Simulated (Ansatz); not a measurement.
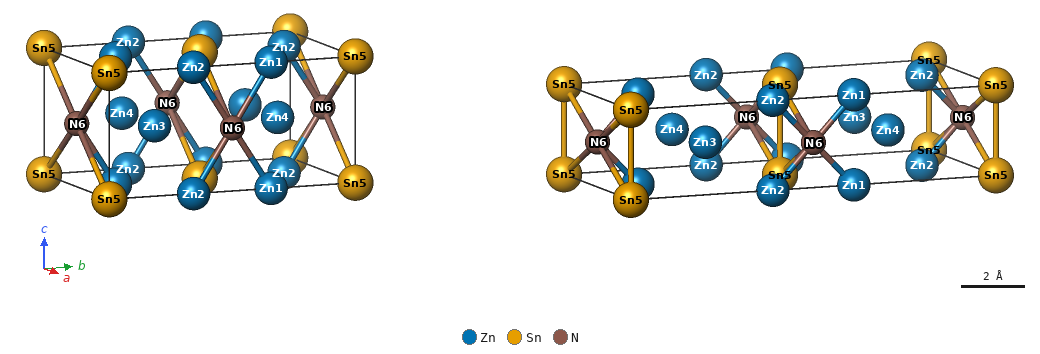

Two geometries of a crystal of Zn4SnN (a generated structure, set up in Cmmm) (coarse preliminary run), drawn at one scale. One is the start of a relaxation, the other its converged end. A ball-and-stick model of the conventional cell (2 times the calculation's cell), seen slightly off an axis. Lengths and directions refer to the drawn axes.

Computed with Ansatz, DFT PBE, scalar-relativistic, plane waves, PAW. Set-up: plane-wave cutoff 420 eV; k-point mesh 4 × 4 × 4; occupations gaussian; smearing width 0.1 eV; no spin polarisation; cell and atoms relaxed; force threshold 0.04 eV/Å; at most 70 steps.

Which of the two is the end point?

Answer. The right one is the relaxed one. The largest moves relative to the cell, 0.59 Å, are those of Zn1 and Zn2. Zn2 goes along +b. N and Sn stay in place. Cell: a 5.419 → 5.548 Å (+2.4 %), b 8.559 → 12.695 Å (+48.3 %), c 4.105 → 2.928 Å (−28.7 %). Volume +8.3 %. Among the contacts that change: Sn5–Sn5 4.105 → 2.928 Å, Zn1–N6 2.456 → 2.031 Å, Sn5–N6 3.399 → 3.137 Å. The space group stays Cmmm (No. 65). After 21 accepted moves (27 points after the start) the energy has fallen by 195 meV per atom. The largest force component goes from 0.58 to 0.027 eV/Å. Pressure: 0.38 GPa at the start and 0.08 GPa at the end. The line search rejected the trial steps at points 6, 10, 19 of the run. The SCF was repeated 3 times at an unchanged geometry on a basis and grid sized afresh for the cell, which shifted the energy by 14.2 meV per atom at most. The run took 3.3 min on 1 thread of Intel(R) Xeon(R) Processor @ 2.70GHz, with other jobs on the host, peak memory 0.45 GiB.

Limits of the set-up: the k-point mesh is coarse for a cell with partly filled bands; layers or molecules are held without a dispersion correction, so their spacing is unreliable.
